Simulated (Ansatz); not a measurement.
# Si₁₃O₂₄ (cell with a defect): what the fields show

```yaml
crystal:
  lattice:
    - [5.10538, 0.00000, 5.58505]
    - [5.10538, 0.00000, -5.58505]
    - [0.00000, 8.84278, 0.00000]
  atoms:
    - { symbol: Si, position: [0.70010, 0.02557, 0.24651] }
    - { symbol: Si, position: [0.17606, 0.50769, 0.27327] }
    - { symbol: Si, position: [0.96343, 0.28763, 0.76287] }
    - { symbol: Si, position: [0.45173, 0.78998, 0.75504] }
    - { symbol: Si, position: [0.29964, 0.01562, 0.24326] }
    - { symbol: Si, position: [0.77952, 0.43019, 0.23790] }
    - { symbol: Si, position: [0.55039, 0.21736, 0.75167] }
    - { symbol: Si, position: [0.03434, 0.70321, 0.72710] }
    - { symbol: Si, position: [0.74933, 0.73762, 0.98878] }
    - { symbol: Si, position: [0.27187, 0.31598, 0.00004] }
    - { symbol: Si, position: [0.01109, 0.00617, 0.49467] }
    - { symbol: Si, position: [0.50669, 0.49918, 0.49555] }
    - { symbol: O, position: [0.49701, 0.95738, 0.29436] }
    - { symbol: O, position: [0.98361, 0.39212, 0.28699] }
    - { symbol: O, position: [0.75525, 0.25009, 0.80966] }
    - { symbol: O, position: [0.23804, 0.75341, 0.78727] }
    - { symbol: O, position: [0.31970, 0.46854, 0.40165] }
    - { symbol: O, position: [0.83531, 0.00553, 0.38711] }
    - { symbol: O, position: [0.55096, 0.73038, 0.90910] }
    - { symbol: O, position: [0.08317, 0.25832, 0.91457] }
    - { symbol: O, position: [0.19254, 0.05897, 0.39998] }
    - { symbol: O, position: [0.67313, 0.52032, 0.37598] }
    - { symbol: O, position: [0.42737, 0.31322, 0.87383] }
    - { symbol: O, position: [0.87919, 0.75892, 0.84074] }
    - { symbol: O, position: [0.12641, 0.71068, 0.28620] }
    - { symbol: O, position: [0.69520, 0.23181, 0.19509] }
    - { symbol: O, position: [0.49640, 0.00455, 0.72926] }
    - { symbol: O, position: [0.00713, 0.48939, 0.69914] }
    - { symbol: O, position: [0.76465, 0.91134, 0.10183] }
    - { symbol: O, position: [0.25421, 0.50254, 0.09556] }
    - { symbol: O, position: [0.00786, 0.15182, 0.62985] }
    - { symbol: O, position: [0.50640, 0.67300, 0.60742] }
    - { symbol: O, position: [0.32343, 0.19627, 0.14124] }
    - { symbol: O, position: [0.76518, 0.55607, 0.08816] }
    - { symbol: O, position: [0.52703, 0.31796, 0.59116] }
    - { symbol: O, position: [0.00879, 0.80972, 0.57085] }
    - { symbol: Si, position: [0.11909, 0.80603, 0.11048] }
```

All numbers below come from Ansatz 0.2.0, DFT PBE, scalar-relativistic, plane waves, PAW.

Core electrons are frozen (PAW), and the valence fields are smoothed inside the atomic spheres.

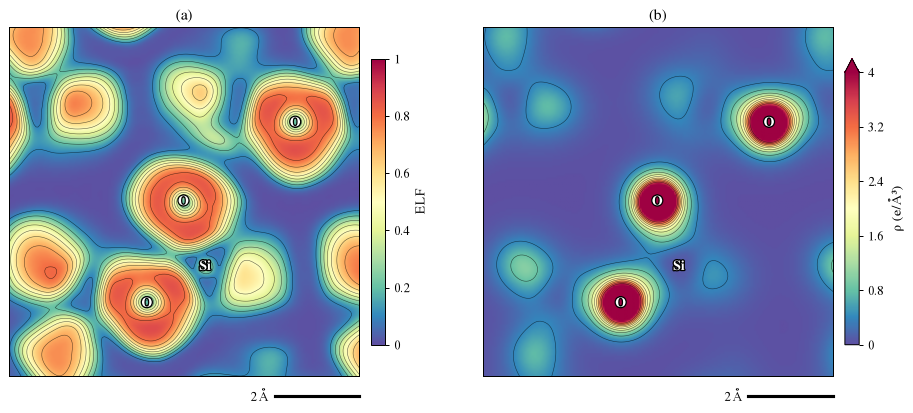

Figure 1. (a) ELF; (b) valence charge density (pseudo) on the (001) plane of the calculation cell.

> What do the fields say about this system?

The plane passes through Si and O nuclei. Atoms just off the plane (Si, 0.4 Å away and O, 0.8 Å away) can leave unmarked features too. Between the atoms the lowest density in this plane is 0.008 e/Å³. The ELF also peaks beside O, away from the bonds: lone-pair regions.

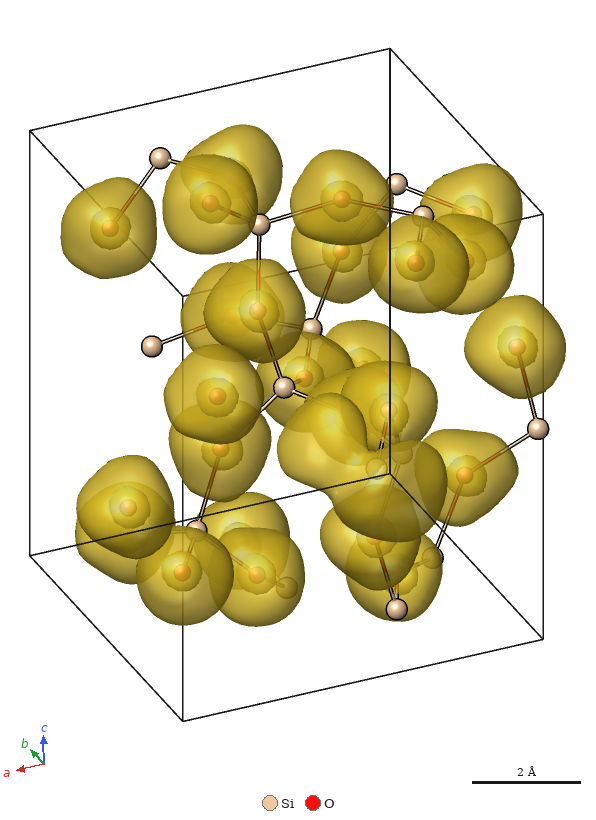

Figure 2. Isosurface of the electron localisation function at 0.7 (yellow), seen at an oblique angle. Core shells and regions of very low density are left out. Sticks mark near contacts.

> Where are the electrons localised?

At this value the surface marks out 24 regions on O in which the atom's valence shell and bonds are merged and one region on Si in which the atom's valence shell and bonds are merged, counted in one cell of 37 atoms. Regions shared between cells count once.


Si–O (1.61 Å): the ELF peaks at about 0.85 between the atoms, as expected for a short, strongly polar bond. Si–Si (2.32 Å): the ELF peaks at about 1 between the atoms (a covalent bond).

> Does the calculation give a band gap?

It is gapped, with a Kohn–Sham gap of 1.7 eV on the k-point mesh (the band edges may lie off the mesh, which would make the gap smaller).
